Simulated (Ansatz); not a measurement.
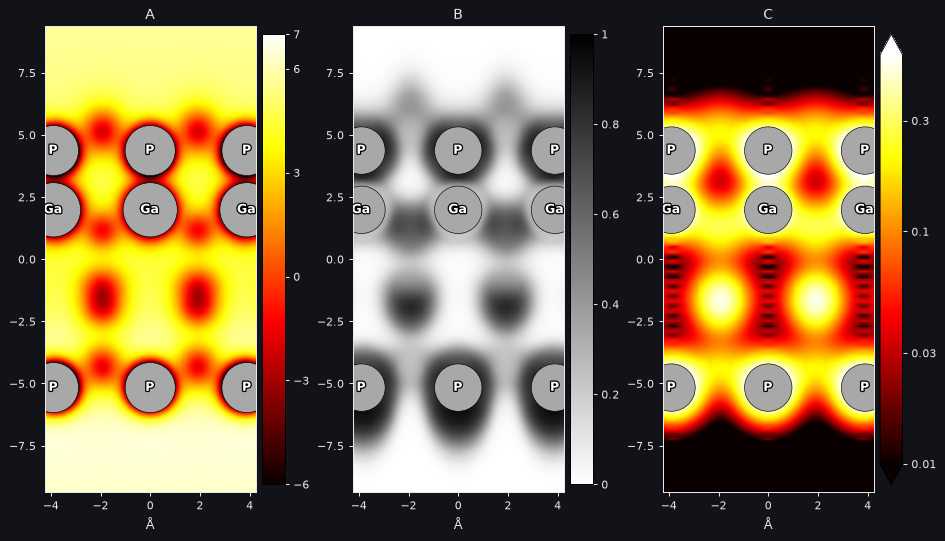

GaP (slab): 3 fields on the (11̄0) plane of the calculation cell, a cut from vacuum to vacuum, with unlabelled colour scales. Grey discs cover the atomic cores.

Not relaxed (largest force 0.7 eV/Å).

All numbers below come from DFT PBE, scalar-relativistic, plane waves, PAW (Ansatz).

Q: Which field does each panel show? The fields are: electron localisation function, electrostatic potential energy of an electron and valence pseudo-density.

A: Panel A: electrostatic potential energy of an electron (low next to the atoms, rising into the space between them). Panel B: electron localisation function. Panel C: valence pseudo-density. From the grid: Ga–P (2.38 Å): ρ is about 0.49 e/Å³ halfway; the ELF peaks at about 0.90 in the valence shell of P, 0.7 Å from its nucleus, and is about 0.70 at the midpoint.
